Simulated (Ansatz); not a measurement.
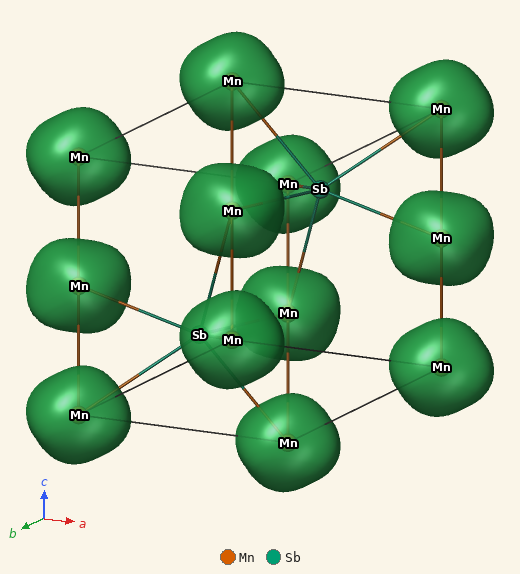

The picture shows: MnSb. Isosurface of the magnetisation density (up minus down) at +0.15 e/Å³ (green), seen at an oblique angle. Sticks mark near contacts.

Space group P6₃/mmc; spin-polarised.

Method: Ansatz 0.2.0, DFT PBEsol, scalar-relativistic, plane waves, PAW.

> Describe the spin distribution.

The spin density sits on Mn: +2.9 μB (×2) in one cell of 4 atoms, with smaller moments on other sites: Sb (up to −0.09 μB): parallel main moments (a ferromagnetic arrangement) in this solution. The cell of the calculation (4 atoms) carries 5.7 μB of net spin moment.
